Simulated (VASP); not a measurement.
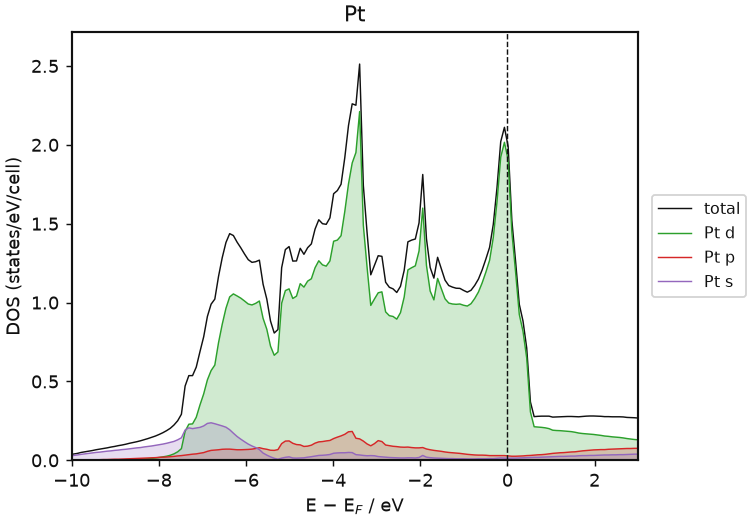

Density of states. Energies are counted from the Fermi level. The partial curves are projected inside the PAW spheres; the rest of the total lies in parts that aren't drawn and between the spheres.

Input of the run:

POSCAR:
```
Pt                                      
1.0
    0.0000000000      1.9580469719      1.9580469719
    1.9580469719      0.0000000000      1.9580469719
    1.9580469719      1.9580469719      0.0000000000
  Pt            
     1
Direct
     0.0000000000000000    0.0000000000000000    0.0000000000000000
```

INCAR.step1:
```
SYSTEM = Pt
PREC = Accurate
ENCUT = 520
EDIFF = 1E-7
ISMEAR = 0
SIGMA = 0.1
LREAL = .False.
LASPH = .True.
NELM = 80
ALGO = Normal
ISIF = 2
LWAVE = .False.
LCHARG = .True.
LMAXMIX = 4
GGA = PS
NBANDS = 11
```

KPOINTS.step1:
```
Automatic mesh
0
Gamma
  18 18 18
  0 0 0
```

INCAR.step2:
```
SYSTEM = Pt
PREC = Accurate
ENCUT = 520
EDIFF = 1E-7
ISMEAR = -5
SIGMA = 0.1
LREAL = .False.
LASPH = .True.
NELM = 80
ALGO = Normal
ISIF = 2
LWAVE = .False.
LCHARG = .False.
LMAXMIX = 4
GGA = PS
LORBIT = 11
NBANDS = 11
NEDOS = 1001
ICHARG = 11
```

KPOINTS.step2:
```
Automatic mesh
0
Gamma
  27 27 27
  0 0 0
```

System: fcc Pt, space group Fm-3m (No. 225), 1 atom in the primitive cell.

Level of theory: PBEsol, VASP PAW PBE potentials, release 64 (Pt), no spin polarisation, no spin-orbit coupling, 18×18×18 k mesh in the self-consistent step, 520 eV cutoff, Gaussian smearing of 0.1 eV; code VASP.

What is the density of states at the Fermi level?

It is a metal. The density of states is about 1.9 per eV and cell at the Fermi level (mean within 0.1 eV) and changes fast nearby: within 0.3 eV it runs from 0.95 to 2.1 per eV and cell.

What carries the states at the Fermi level?

By projected weight, the states within 0.3 eV of the Fermi level are Pt d almost alone (inside the spheres).

The density of states was taken on a 27×27×27 mesh with the tetrahedron method. The PAW data sets were made with another functional. Spin-orbit coupling is left out, which matters for Pt. The cell was derived from a database entry in an earlier step, so it needn't be the measured one.
